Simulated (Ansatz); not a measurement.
```xyz
4
Lattice="0.0000 -2.2101 -2.2101 0.0000 2.2101 -2.2101 4.4203 0.0000 0.0000" Properties=species:S:1:pos:R:3 pbc="T T T"
Ta    0.0144    0.0000   -2.2101
Ta    2.2245    0.0000    0.0000
N     2.0241    0.0000   -2.2101
N     4.2342    0.0000    0.0000
```

Space group I4mm; changed on purpose from its base cell (mode 4 frozen in at -0.183 Å, equal normal strain along x, y and z +0.0167); not relaxed (largest force 1.7 eV/Å); computed pressure about −10 GPa in this cell; PAW files of the earlier set (soft_1).

Theory: Ansatz, DFT LDA, scalar-relativistic, plane waves, PAW.

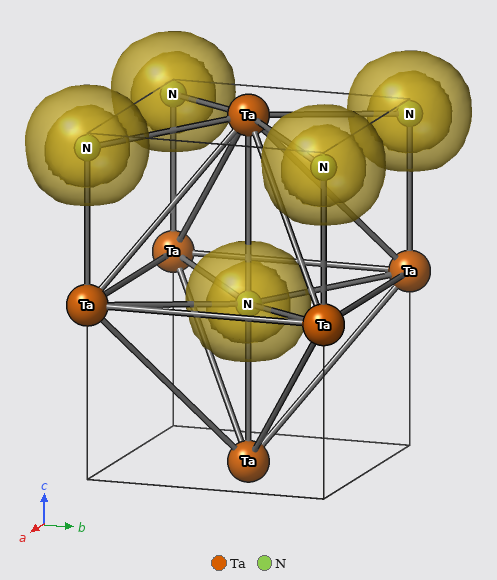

TaN. Isosurface of the electron localisation function at 0.75 (yellow), seen slightly off an axis. Core shells and regions of very low density are left out. Sticks mark near contacts.

In a PAW calculation such maps are meaningful between the atoms, not at the nuclei.

Where are the electrons localised?

At this value the surface marks out two regions wrapped around N (the valence shell of each), counted in one cell of 4 atoms. Any copies at cell faces, edges or corners count once. Along the contacts the grid gives the following. Ta–N (2.01 Å): the ELF peaks at about 0.80 in the valence shell of N, 0.6 Å from its nucleus, and drops to about 0.25 between the two atoms (no localised pair shows between them). Ta–Ta (3.13 Å): the ELF is about 0.20 at the midpoint; no shared electron pair shows on this line.

Does the calculation give a band gap?

It is gapless in this calculation (a metal or semimetal); semilocal functionals without U, or without the true magnetic order, often close the gap of such compounds.
